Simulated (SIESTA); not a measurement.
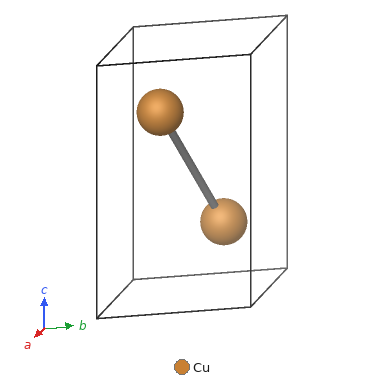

System: Cu, space group P6_3/mmc (No. 194). The picture shows the conventional cell.

Structure:
```yaml
crystal:
  lattice:
    - [2.53410, 0.00000, 0.00000]
    - [-1.26705, 2.19459, 0.00000]
    - [0.00000, 0.00000, 4.11257]
  atoms:
    - { symbol: Cu, position: [0.66667, 0.33333, 0.75000] }
    - { symbol: Cu, position: [0.33333, 0.66667, 0.25000] }
```

Method: DFT in numerical atomic orbitals with pseudopotentials, no spin polarisation; energies at scaled volumes of the given cell, shape and fractions fixed, counted from the fit's minimum, third-order Birch-Murnaghan fit (SIESTA 5.4.2). Level: LDA.

k mesh 12×12×7; occupations Fermi–Dirac; smearing width 0.05 eV; potentials PseudoDojo 0.4 standard, converted to PSML, two zetas on semicore shells; program settings basis DZP, mesh cutoff 800 Ry.

What does the calculation give for the energy and pressure against volume? The volume takes the values 10.75, 10.98, 11.21, 11.44, 11.66, 11.89, 12.12 Å³/atom.

A third-order Birch–Murnaghan fit gives V0 = 10.89 Å³/atom, B0 = 198 GPa and B′ = 5.4. The energy is 1.12 meV/atom at volume 10.75 Å³/atom and 68.60 meV/atom at 12.12 Å³/atom; the lowest computed point is at volume 10.98 Å³/atom (0.48 meV/atom), and no other minimum shows. The pressure falls from 2.52 GPa at volume 10.75 Å³/atom to −15.94 GPa at 12.12 Å³/atom, and changes sign near 10.89 Å³/atom.

| volume (Å³/atom) | energy (meV/atom) | pressure (GPa) |
| --- | --- | --- |
| 10.75 | 1.12 | 2.52 |
| 10.98 | 0.48 | −1.54 |
| 11.21 | 5.37 | −5.29 |
| 11.44 | 15.28 | −8.54 |
| 11.66 | 29.48 | −11.29 |
| 11.89 | 47.39 | −13.73 |
| 12.12 | 68.60 | −15.94 |

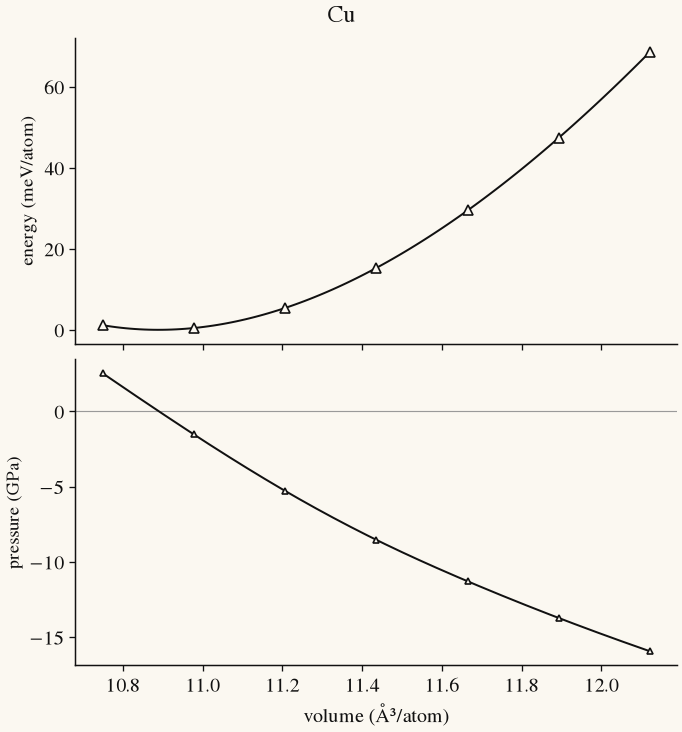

Caveats: mulliken charges of long orbitals; short basis over semicore shells; shape and atomic fractions are frozen while scaling, which makes layered, chain and framework solids too stiff.
